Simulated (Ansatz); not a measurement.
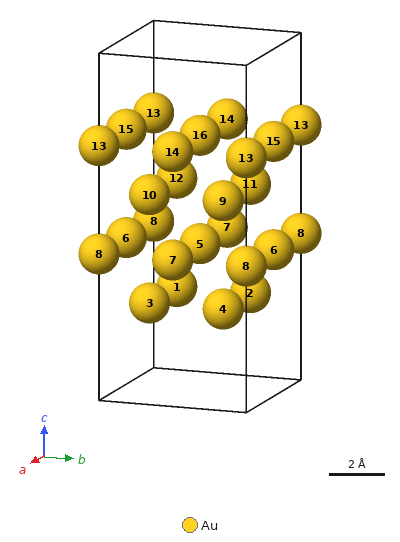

*The input geometry (spheres-only view of the cell of the calculation, with the vacuum cut short, seen slightly off an axis; atoms are numbered from 1 in the order of the input). An atom can appear more than once, as a periodic image.*

**Geometry relaxation of Au (part 1 of 2)**

- system: Au (slab, 16 atoms in the cell)
- method: DFT PBE+D3(BJ), scalar-relativistic, plane waves, PAW, no spin polarisation (Ansatz 0.2.0)

The structure derives from an entry of the Crystallography Open Database. The input holds or restrains some coordinates. Forces given for the steps count only the free coordinates. It belongs to a series of runs on one base structure; here: clean slab, lower planes held. Figures and captions count atoms from 1; the log counts them from 0 in places.

Input file
```yaml
crystal:
  lattice:
    - [5.8027911561, 0.0, 0.0]
    - [0.0, 5.8027911561, 0.0]
    - [0.0, 0.0, 22.1547894644]
  atoms:
    - { symbol: Au, position: [0.25, 0.25, 0.3610957357] }
    - { symbol: Au, position: [0.25, 0.75, 0.3610957357] }
    - { symbol: Au, position: [0.75, 0.25, 0.3610957357] }
    - { symbol: Au, position: [0.75, 0.75, 0.3610957357] }
    - { symbol: Au, position: [0.5, 0.5, 0.4536985786] }
    - { symbol: Au, position: [0.5, 0.0, 0.4536985786] }
    - { symbol: Au, position: [0.0, 0.5, 0.4536985786] }
    - { symbol: Au, position: [0.0, 0.0, 0.4536985786] }
    - { symbol: Au, position: [0.75, 0.75, 0.5463014214] }
    - { symbol: Au, position: [0.75, 0.25, 0.5463014214] }
    - { symbol: Au, position: [0.25, 0.75, 0.5463014214] }
    - { symbol: Au, position: [0.25, 0.25, 0.5463014214] }
    - { symbol: Au, position: [0.0, 0.0, 0.6389042643] }
    - { symbol: Au, position: [0.0, 0.5, 0.6389042643] }
    - { symbol: Au, position: [0.5, 0.0, 0.6389042643] }
    - { symbol: Au, position: [0.5, 0.5, 0.6389042643] }
basis:
  ecutwfc: 420
kpoints:
  mp_grid: { grid: [3, 3, 1] }
hamiltonian:
  xc: pbe
  dispersion: d3bj
scf:
  occupations: { method: gaussian, width: 0.1 }
output:
  forces: true
  eigenvalues: true
  write_density: true
  write_potential: true
  elf: true
  volumetric_format: npy
relax:
  adjacent_minimum: "off"
  f_tol: 0.03
  max_steps: 70
  constraints: [{ sites: [0, 1, 2, 3, 4, 5, 6, 7] }]
efield:
  axis: 3
  dipole_correction: true
  ramp_width: 0.04
```

Launched with:
```bash
ansatz run input.yaml --threads 4 --pin off --max-ram 12288MiB --backend cpu --events-out ev --progress --plain --runs-dir out
```

What the program printed
```
Engine: ansatz 0.2.0, x86_64-unknown-linux-gnu
Pseudopotentials: kind: paw
Pseudopotential: Au, paw, valence charge 19, recommended cutoff 420 eV (normal), Au.paw.azcp
Functional definition: PBE
  parameter kappa = 0.804
  parameter beta = 0.06672455060314922
  exchange = pbe_x(kappa = kappa, mu = beta*pi^2/3)
  correlation = pbe_c(beta = beta)
Crystal: 16 atoms, lattice volume = 746.005 Å³
Basis set: ecut = 420 eV, 14591 PW (Γ), exchange–correlation on 80×80×300 points (8 copies of the dense FFT grid, shifted against one another)
Bands: 183, of which v1, the nominal top of the filled ones, is band 152 counted from 1 (151 counted from 0)
Symmetry: 32 space group operations
k-points: 3 of 9
Non-local potential: Au, projectors of the file, l = 0: 3, l = 1: 2, l = 2: 2, l = 3: 1
PAW form: soft (Blöchl's): semilocal exchange-correlation on the pseudo side does not see the compensation charge
PAW one-centre angular grid: Au, 590 points (default); XC on 64 Gauss nodes
Initial density: superposition of atomic densities (neutral atoms: chi_scale 0, normalization atom), corrected by the library's trained network
Initial wavefunctions: pseudopotential atomic-orbital guess
Functional: x = pbe(κ = 0.804, μ = 0.2195149727645171), c = pbe(β = 0.06672455060314922)
SCF iter   1: F=—  HF=-210392.729591 eV  |F-HF|=—  |Δ(HF+E_count)|=         —  Δρ=3.44e-3  dr2=9.93e-1  ethr=1.77e-3  p=0.000 e·Å  D=1.50e-13 V/Å  ΔV_dip=-0.00 eV  dr2_dipole=6.38e-8  V_vac-E_F(+/−)=4.55/4.55 eV  ⟨swp⟩=7.0  Hψ=2281  notcnv=0  defer=23
efield: sawtooth ramp at fractional position 0.9800 (placed from the atoms, in the widest stretch of the axis that holds none; the zero of the levels goes with the place), width 0.0400; the density the first Hamiltonian is built on has a dipole p = 0.000 e·Å; the dipole correction subtracts the counter field D = 1.50e-13 V/Å, which shifts the + side's vacuum level by -0.00 eV against the − side's; the planar-averaged density in the ramp window peaks in size at 2.7e-5 e/Å³
preconditioner: auto → LDOS  [insulator: Δε(μ)=0.102 eV  Ē_g=8.617 eV  σ=0.100 eV  W_gap=0.51  n_scr=156 (ndim 8)  ℏωp=18.0 eV  f_vac=0.572  D(μ)=10.99/eV (n_scr^D=58)  ε∞_Penn≈5.4  β→1.0]
SCF iter   2: F=—  HF=-210392.685086 eV  |F-HF|=—  |Δ(HF+E_count)|=   4.45e-2  Δρ=2.85e-3  dr2=1.51e-1  ethr=3.27e-4  p=0.000 e·Å  D=1.99e-5 V/Å  ΔV_dip=-0.00 eV  dr2_dipole=1.21e-7  V_vac-E_F(+/−)=4.81/4.81 eV  ⟨swp⟩=2.7  Hψ=810  notcnv=0  defer=55
SCF iter   3: F=—  HF=-210392.671620 eV  |F-HF|=—  |Δ(HF+E_count)|=   1.35e-2  Δρ=1.41e-3  dr2=9.70e-2  ethr=4.98e-5  p=0.000 e·Å  D=5.46e-6 V/Å  ΔV_dip=-0.00 eV  dr2_dipole=8.25e-10  V_vac-E_F(+/−)=4.82/4.82 eV  ⟨swp⟩=2.0  Hψ=745  notcnv=0  defer=55
SCF iter   4: F=—  HF=-210392.659599 eV  |F-HF|=—  |Δ(HF+E_count)|=   1.20e-2  Δρ=3.81e-4  dr2=1.35e-3  ethr=3.19e-5  p=0.000 e·Å  D=3.21e-6 V/Å  ΔV_dip=-0.00 eV  dr2_dipole=1.42e-9  V_vac-E_F(+/−)=4.91/4.91 eV  ⟨swp⟩=2.0  Hψ=715  notcnv=0  defer=55
SCF iter   5: F=—  HF=-210392.658661 eV  |F-HF|=—  |Δ(HF+E_count)|=   9.37e-4  Δρ=1.34e-4  dr2=1.38e-4  ethr=4.45e-7  p=0.000 e·Å  D=2.40e-6 V/Å  ΔV_dip=-0.00 eV  dr2_dipole=2.93e-9  V_vac-E_F(+/−)=4.91/4.91 eV  ⟨swp⟩=3.0  Hψ=880  notcnv=0  defer=55
SCF iter   6: F=-210392.658712 eV  HF=-210392.658698 eV  |F-HF|=1.35e-5  |Δ(HF+E_count)|=   3.68e-5  Δρ=4.07e-5  dr2=9.62e-6  ethr=7.40e-9  p=0.000 e·Å  D=1.21e-6 V/Å  ΔV_dip=-0.00 eV  dr2_dipole=1.08e-9  V_vac-E_F(+/−)=4.91/4.91 eV  ⟨swp⟩=25.3  Hψ=6063  notcnv=0
SCF 1 converged in 6 iterations: F = -210392.658712 eV  dr2 = 9.62e-6
  greatest PAW one-centre occupation: 1.000 electrons in one spin orbital (limit 2), on the Au atom at site 11 (counted from 0), in its partial waves of l = 0
relax step   1: F+E_penalty+E_count = -210392.65871183 eV  Δ(F+E_penalty+E_count) = +0.000e0 eV  max|allowed force component| = 1.149e-1 eV/Å  Δτ_max = 0.0000 Å  (6 SCF iters, dr2 threshold 2.25e-5 eV, accepted)
Initial density: handed on by an earlier stage of this run
Initial wavefunctions: those handed on with the density
iter 1 solved again at ethr=3.68e-5 eV; its pass at ethr=3.10e-3 eV (dr2=1.12e-1 eV) is discarded
SCF iter   1: F=—  HF=-210392.675348 eV  |F-HF|=—  |Δ(HF+E_count)|=         —  Δρ=3.34e-3  dr2=1.04e-1  ethr=3.68e-5  p=0.000 e·Å  D=5.89e-6 V/Å  ΔV_dip=-0.00 eV  dr2_dipole=9.23e-3  V_vac-E_F(+/−)=4.91/4.91 eV  ⟨swp⟩=2.0  Hψ=2021  notcnv=0  defer=61
efield: sawtooth ramp at fractional position 0.9800 (handed on by an earlier solve), width 0.0400; the density the first Hamiltonian is built on has a dipole p = 0.000 e·Å; the dipole correction subtracts the counter field D = 5.89e-6 V/Å, which shifts the + side's vacuum level by -0.00 eV against the − side's; the planar-averaged density in the ramp window peaks in size at 2.4e-5 e/Å³
preconditioner: auto → LDOS  [metal: Δε(μ)=0.023 eV  Ē_g=8.654 eV  σ=0.100 eV  W_gap=0.13  n_scr=156 (ndim 8)  ℏωp=18.0 eV  f_vac=0.569  D(μ)=13.82/eV (n_scr^D=84)  β→1.0]
SCF iter   2: F=—  HF=-210392.670455 eV  |F-HF|=—  |Δ(HF+E_count)|=   4.89e-3  Δρ=2.39e-3  dr2=7.59e-2  ethr=3.42e-5  p=0.009 e·Å  D=2.11e-3 V/Å  ΔV_dip=-0.05 eV  dr2_dipole=1.29e-2  V_vac-E_F(+/−)=4.87/4.91 eV  ⟨swp⟩=2.3  Hψ=893  notcnv=0  defer=61
SCF iter   3: F=—  HF=-210392.652057 eV  |F-HF|=—  |Δ(HF+E_count)|=   1.84e-2  Δρ=4.49e-4  dr2=2.34e-3  ethr=2.50e-5  p=0.002 e·Å  D=3.78e-4 V/Å  ΔV_dip=-0.01 eV  dr2_dipole=4.27e-4  V_vac-E_F(+/−)=4.90/4.91 eV  ⟨swp⟩=2.0  Hψ=820  notcnv=0  defer=61
SCF iter   4: F=—  HF=-210392.651872 eV  |F-HF|=—  |Δ(HF+E_count)|=   1.85e-4  Δρ=1.56e-4  dr2=6.28e-4  ethr=7.70e-7  p=0.002 e·Å  D=4.32e-4 V/Å  ΔV_dip=-0.01 eV  dr2_dipole=3.04e-4  V_vac-E_F(+/−)=4.90/4.91 eV  ⟨swp⟩=2.7  Hψ=812  notcnv=0  defer=61
SCF iter   5: F=—  HF=-210392.651846 eV  |F-HF|=—  |Δ(HF+E_count)|=   2.50e-5  Δρ=7.82e-5  dr2=2.58e-4  ethr=2.07e-7  p=0.001 e·Å  D=1.49e-4 V/Å  ΔV_dip=-0.00 eV  dr2_dipole=1.30e-4  V_vac-E_F(+/−)=4.90/4.91 eV  ⟨swp⟩=2.0  Hψ=679  notcnv=0  defer=61
SCF iter   6: F=—  HF=-210392.651723 eV  |F-HF|=—  |Δ(HF+E_count)|=   1.23e-4  Δρ=1.87e-5  dr2=2.24e-5  ethr=8.48e-8  p=-0.000 e·Å  D=-4.10e-5 V/Å  ΔV_dip=0.00 eV  dr2_dipole=1.30e-5  V_vac-E_F(+/−)=4.91/4.90 eV  ⟨swp⟩=2.3  Hψ=659  notcnv=0  defer=61
SCF iter   7: F=—  HF=-210392.651004 eV  |F-HF|=—  |Δ(HF+E_count)|=   7.19e-4  Δρ=9.77e-6  dr2=1.26e-6  ethr=7.38e-9  p=-0.001 e·Å  D=-1.24e-4 V/Å  ΔV_dip=0.00 eV  dr2_dipole=4.95e-7  V_vac-E_F(+/−)=4.91/4.90 eV  ⟨swp⟩=1.7  Hψ=725  notcnv=0  defer=62
iter 8 did not close the SCF: its close was put off until two iterations running show no level that it waits for move by more than its bar (scf_convergence_deferred on its scf_iter line)
SCF iter   8: F=-210392.651006 eV  HF=-210392.651006 eV  |F-HF|=1.16e-7  |Δ(HF+E_count)|=   1.33e-6  Δρ=3.23e-6  dr2=9.35e-8  ethr=3.29e-11  p=-0.001 e·Å  D=-1.47e-4 V/Å  ΔV_dip=0.00 eV  dr2_dipole=4.78e-10  V_vac-E_F(+/−)=4.91/4.90 eV  ⟨swp⟩=20.3  Hψ=5097  notcnv=0
iter 9 did not close the SCF: its close was put off until two iterations running show no level that it waits for move by more than its bar (scf_convergence_deferred on its scf_iter line)
SCF iter   9: F=-210392.651006 eV  HF=-210392.651006 eV  |F-HF|=1.30e-8  |Δ(HF+E_count)|=   1.39e-7  Δρ=1.26e-6  dr2=1.86e-8  ethr=3.08e-11  p=-0.001 e·Å  D=-1.50e-4 V/Å  ΔV_dip=0.00 eV  dr2_dipole=6.32e-10  V_vac-E_F(+/−)=4.91/4.90 eV  ⟨swp⟩=12.3  Hψ=4046  notcnv=0
SCF iter  10: F=-210392.651006 eV  HF=-210392.651006 eV  |F-HF|=5.94e-9  |Δ(HF+E_count)|=   1.71e-8  Δρ=4.86e-7  dr2=2.68e-9  ethr=6.12e-12  p=-0.001 e·Å  D=-1.50e-4 V/Å  ΔV_dip=0.00 eV  dr2_dipole=4.32e-10  V_vac-E_F(+/−)=4.91/4.90 eV  ⟨swp⟩=10.3  Hψ=3756  notcnv=0
SCF 2 converged in 10 iterations: F = -210392.651006 eV  dr2 = 2.68e-9
relax step   2: F+E_penalty+E_count = -210392.65100594 eV  Δ(F+E_penalty+E_count) = +7.706e-3 eV  max|allowed force component| = 1.887e-1 eV/Å  Δτ_max = 0.0950 Å  (10 SCF iters, rejected (line search))
SCF iter   1: F=—  HF=-210392.678272 eV  |F-HF|=—  |Δ(HF+E_count)|=         —  Δρ=1.96e-3  dr2=3.54e-2  ethr=1.18e-4  p=-0.001 e·Å  D=-1.53e-4 V/Å  ΔV_dip=0.00 eV  dr2_dipole=1.52e-3  V_vac-E_F(+/−)=4.90/4.90 eV  ⟨swp⟩=5.0  Hψ=1385  notcnv=0  defer=67
efield: sawtooth ramp at fractional position 0.9800 (handed on by an earlier solve), width 0.0400; the density the first Hamiltonian is built on has a dipole p = -0.001 e·Å; the dipole correction subtracts the counter field D = -1.53e-4 V/Å, which shifts the + side's vacuum level by +0.00 eV against the − side's; the planar-averaged density in the ramp window peaks in size at 2.9e-5 e/Å³
preconditioner: auto → LDOS  [metal: Δε(μ)=0.089 eV  Ē_g=8.704 eV  σ=0.100 eV  W_gap=0.45  n_scr=156 (ndim 8)  ℏωp=18.0 eV  f_vac=0.570  D(μ)=12.69/eV (n_scr^D=76)  β→1.0]
SCF iter   2: F=—  HF=-210392.677738 eV  |F-HF|=—  |Δ(HF+E_count)|=   5.34e-4  Δρ=1.55e-3  dr2=2.96e-2  ethr=1.16e-5  p=-0.006 e·Å  D=-1.46e-3 V/Å  ΔV_dip=0.03 eV  dr2_dipole=3.96e-3  V_vac-E_F(+/−)=4.94/4.90 eV  ⟨swp⟩=2.0  Hψ=1028  notcnv=0  defer=69
SCF iter   3: F=—  HF=-210392.670422 eV  |F-HF|=—  |Δ(HF+E_count)|=   7.32e-3  Δρ=2.60e-4  dr2=6.41e-4  ethr=9.73e-6  p=-0.001 e·Å  D=-3.41e-4 V/Å  ΔV_dip=0.01 eV  dr2_dipole=5.22e-5  V_vac-E_F(+/−)=4.91/4.90 eV  ⟨swp⟩=2.0  Hψ=809  notcnv=0  defer=69
SCF iter   4: F=—  HF=-210392.670355 eV  |F-HF|=—  |Δ(HF+E_count)|=   6.67e-5  Δρ=9.39e-5  dr2=1.50e-4  ethr=2.11e-7  p=-0.002 e·Å  D=-3.68e-4 V/Å  ΔV_dip=0.01 eV  dr2_dipole=4.43e-5  V_vac-E_F(+/−)=4.91/4.91 eV  ⟨swp⟩=3.0  Hψ=947  notcnv=0  defer=69
SCF iter   5: F=—  HF=-210392.670328 eV  |F-HF|=—  |Δ(HF+E_count)|=   2.73e-5  Δρ=3.54e-5  dr2=4.48e-5  ethr=4.95e-8  p=-0.001 e·Å  D=-2.51e-4 V/Å  ΔV_dip=0.01 eV  dr2_dipole=1.93e-5  V_vac-E_F(+/−)=4.91/4.91 eV  ⟨swp⟩=2.0  Hψ=659  notcnv=0  defer=69
SCF iter   6: F=—  HF=-210392.669442 eV  |F-HF|=—  |Δ(HF+E_count)|=   8.86e-4  Δρ=1.03e-5  dr2=5.23e-6  ethr=1.47e-8  p=-0.001 e·Å  D=-1.57e-4 V/Å  ΔV_dip=0.00 eV  dr2_dipole=2.22e-6  V_vac-E_F(+/−)=4.91/4.91 eV  ⟨swp⟩=2.3  Hψ=733  notcnv=0  defer=69
SCF iter   7: F=—  HF=-210392.669441 eV  |F-HF|=—  |Δ(HF+E_count)|=   6.68e-7  Δρ=4.91e-6  dr2=2.39e-7  ethr=1.72e-9  p=-0.000 e·Å  D=-1.17e-4 V/Å  ΔV_dip=0.00 eV  dr2_dipole=5.69e-8  V_vac-E_F(+/−)=4.91/4.91 eV  ⟨swp⟩=2.0  Hψ=725  notcnv=0  defer=69
SCF iter   8: F=-210392.669442 eV  HF=-210392.669442 eV  |F-HF|=7.28e-10  |Δ(HF+E_count)|=   6.54e-7  Δρ=1.51e-6  dr2=5.57e-8  ethr=3.29e-11  p=-0.000 e·Å  D=-1.10e-4 V/Å  ΔV_dip=0.00 eV  dr2_dipole=9.88e-9  V_vac-E_F(+/−)=4.91/4.91 eV  ⟨swp⟩=21.3  Hψ=4688  notcnv=0
SCF 3 converged in 8 iterations: F = -210392.669442 eV  dr2 = 5.57e-8
relax step   3: F+E_penalty+E_count = -210392.66944199 eV  Δ(F+E_penalty+E_count) = -1.073e-2 eV  max|allowed force component| = 9.074e-3 eV/Å  Δτ_max = 0.0410 Å  (8 SCF iters, accepted)
```

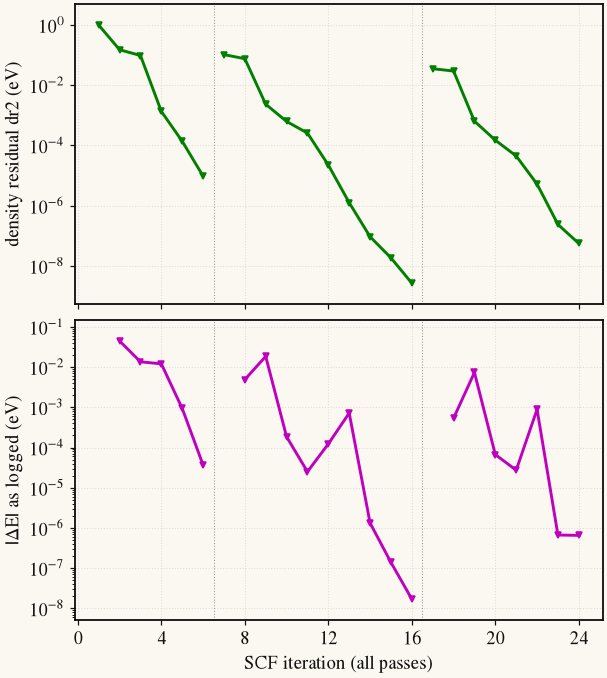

*Convergence of the self-consistent field: density residual dr2 and size of the energy change against the SCF iteration. The dotted lines part the SCF passes of the relaxation: geometry steps, rejected trials and re-solves on a re-selected basis.*

The passes take 6, 10 and 8 iterations.

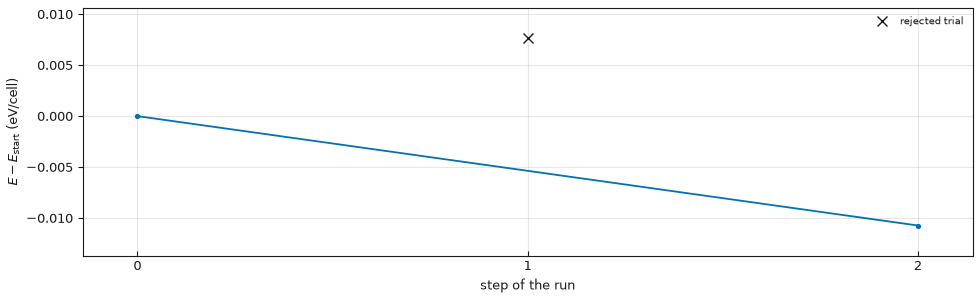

*Progress of the restrained relaxation, step by step (the first geometry is step 0 here and step 1 in the log).*

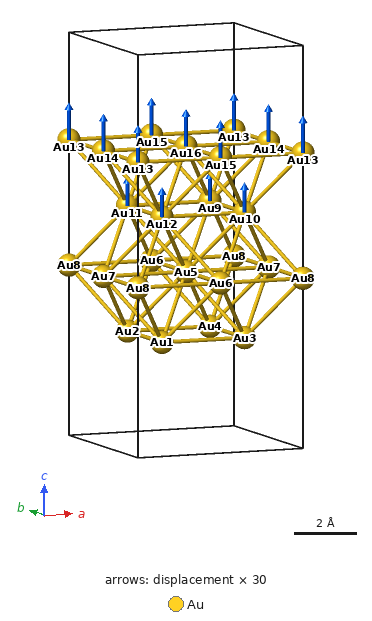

*The starting structure with the displacements as blue arrows, magnified 30 times (ball-and-stick view of the cell of the calculation, with the vacuum cut short, seen slightly off an axis).*

The largest moves, 0.041 Å, are those of Au13, Au14, Au15 and Au16. The lattice vectors keep their values. Distances before and after: Au5–Au10 2.901 → 2.925 Å, Au10–Au13 2.901 → 2.907 Å. The energy falls by 10.7 meV per cell of the calculation in 2 geometry steps. The largest force component goes from 0.11 to 0.0091 eV/Å. The line search rejected the trial step at point 1 (counted from 0) and went back. (Atoms are counted from 1 in the order of the input.)

```
WARN: The output density's exchange-correlation potential varies sharply where the density is thin. Do not read a vacuum level from v_tot or v_xc, or from such a field of the output density. On a cell that repeats whose density bears no net charge and no dipole along the vacuum's axis use v_es (v_loc + v_h of the components); under efield.dipole_correction with no amplitude use v_es + v_field, which holds any external_charges[].barrier, or the levels of the report's work_function block, which leave it out; under a non-zero efield.amplitude the vacuum is tilted and has no level; on a cell that repeats and bears such a dipole with no correction it is tilted too, and efield.dipole_correction with no amplitude gives each side of its ramp a level where efield: is served; in a cell that repeats whose density bears a net charge (total_charge, or a fill off its count) it is curved and has none; of a slab under crystal.periodic whose density bears no net charge use v_es, which has a level on each side, short of where the two are joined; of another it falls or rises all the way out and has none; of a slab beside external_charges read slab_vacuum_level instead, which it has where they leave it neutral. The grid or the basis barely resolves most such structure, and the values can differ between equally converged runs; as a rule a tighter scf.convergence.dr2_threshold does not remove it. Where the density itself ripples (under the LDA too) a higher basis.ecutwfc lessens it. The files hold the spikes' plane waves up to the density's cutoff. Files: v_tot_of_output_density and the like, and their columns of v_z.tsv (output.write_potential); v_xc_of_output_density and the like, and their columns of v_comp_z.tsv (output.write_potential_components). Measured: with its Gaussian average of σ = 0.25 Å subtracted twice, the exchange-correlation potential is over 0.1 eV at 24 of the grid points where the equally averaged density (valence and model cores) is under 1e-3 e/Å³, and 0.152 eV at the most among them, at an averaged density of 1.3e-8 e/Å³. The input density's (outcome.potential() and, of a run that writes arrays, v_tot and v_xc) is over 0.1 eV, so measured, at 4 points of its own thin density, 0.110 eV at the most. See output.write_potential in the manual, Limitations
SCF converged after 8 iterations
Free energy (F): -210392.669442 eV
Harris-Foulkes:  -210392.669442 eV  (|F-HF|=7.28e-10)
Internal energy: -210392.603727 eV  (E = F + TS)
E sigma→0 (E₀):  -210392.636585 eV
Entropy (-TS):   -0.065715 eV (-4.107 meV/atom)
Fermi energy:    4.446018 eV
Dipole field:    D = -0.000041 V/Å  (p = -0.000167 e·Å, saw-weighted, corrected)
Work function:   Φ+ = 4.9090 eV   Φ− = 4.9081 eV
Levels:          The Fermi level and band energies are counted from a zero that moves with the ramp; work functions are not
--- Per-component energies (eV) ---
  E_band       = -8173.086858
  E_kinetic    = 9666.943335
  E_local      = -397202.304480  (includes V_loc(G=0)·N_el)
  E_nonlocal   = 1190.957130
  E_hartree    = 194175.071726
  E_xc         = -3637.424010
  E_vxc        = -4388.384824  (∫ρ·V_xc dr)
  E_paw        = -155310.256870  (= ΣΔE_a)
  E_vpaw       = -5790.557142  (= ΣTr[D̂ρ^β])
  E_aug_tail   = 0.023154  (compensation charges beyond the density's cutoff)
  E_efield     = 0.000000  (sawtooth field / dipole correction)
  E_vefield    = 0.000228  (∫n·V_field dr)
  E_ewald      = 140731.900957
  E_disp       = -7.514670  (pairwise vdW)
  E_smearing   = -0.065715  (= −TS)
  E_closure    = -0.000000  (closes the sum)
  Σ components = -210392.669442   (vs F -210392.669442, Δ=0.00e0)
```
